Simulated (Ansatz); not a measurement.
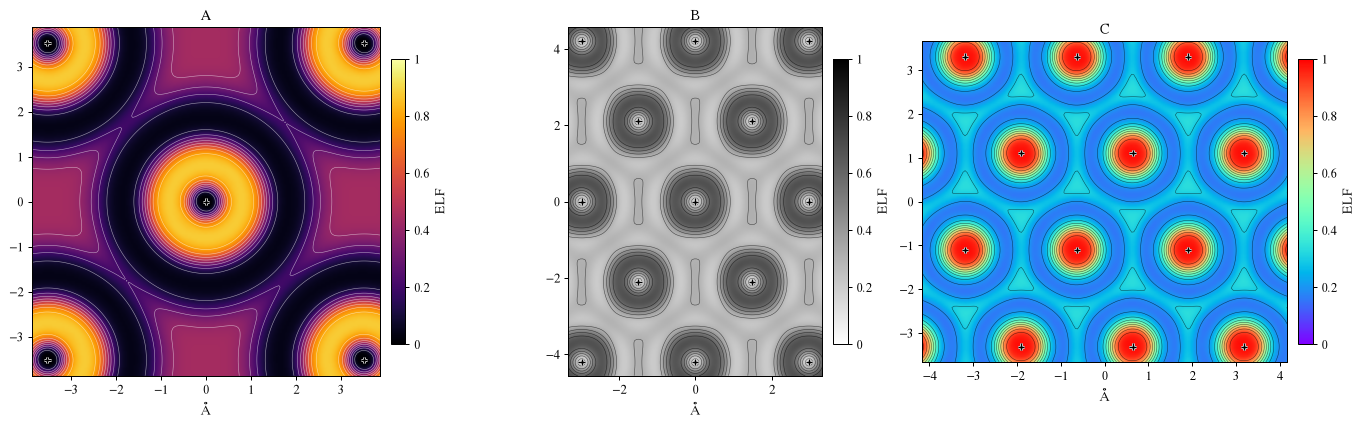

The ELF of 3 systems, each on a plane through atoms (crosses mark nuclei in the plane).

Theory: Ansatz 0.2.0, DFT, PBEsol, plane waves (420 eV) with PAW, scalar-relativistic.

System 1: Co, the (001) plane of the conventional cell. Space group P6₃/mmc; set up as Co, dhcp; a generated structure, not necessarily the stable one; changed on purpose from its base cell (volume × 1.12); computed pressure about −21 GPa in this cell; spin-polarised.

```xyz
4
Lattice="2.5494 0.0000 0.0000 -1.2747 2.2078 0.0000 0.0000 0.0000 8.2613" Properties=species:S:1:pos:R:3 pbc="T T T"
Co    0.0000    0.0000    0.0000
Co    0.0000    0.0000    4.1306
Co    0.0000    1.4719    2.0653
Co    1.2747    0.7359    6.1960
```

System 2: Rb, the (010) plane of the conventional cell. Space group Fm-3m; set up as Rb, fcc; a generated structure, not necessarily the stable one; changed on purpose from its base cell (volume × 1.0); computed without spin polarisation.

```yaml
crystal:
  lattice:
    - [7.03666, 0.00000, 0.00000]
    - [0.00000, 7.03666, 0.00000]
    - [0.00000, 0.00000, 7.03666]
  atoms:
    - { symbol: Rb, position: [0.00000, 0.00000, 0.00000] }
    - { symbol: Rb, position: [0.50000, 0.50000, 0.00000] }
    - { symbol: Rb, position: [0.50000, 0.00000, 0.50000] }
    - { symbol: Rb, position: [0.00000, 0.50000, 0.50000] }
```

System 3: Ru, the (11̄0) plane of the conventional cell. Space group Im-3m; set up as Ru, bcc; a generated structure, not necessarily the stable one; changed on purpose from its base cell (volume × 0.96); computed pressure about 14 GPa in this cell; computed without spin polarisation.

```yaml
crystal:
  lattice:
    - [2.97870, 0.00000, 0.00000]
    - [0.00000, 2.97870, 0.00000]
    - [0.00000, 0.00000, 2.97870]
  atoms:
    - { symbol: Ru, position: [0.00000, 0.00000, 0.00000] }
    - { symbol: Ru, position: [0.50000, 0.50000, 0.50000] }
```

Match each panel to its system.

Answer. Panel A is system 2, Rb: the plane holds Rb. Rb–Rb (4.98 Å): the ELF is about 0.20 at the midpoint (no shared electron pair shows on this line). Panel B is system 3, Ru: the plane holds Ru. Ru–Ru (2.58 Å): the ELF is about 0.30 at the midpoint (no localised pair shows between them). Panel C is system 1, Co: the plane holds Co. Co–Co (2.55 Å): the ELF is about 0.30 at the midpoint (no localised pair shows between them).
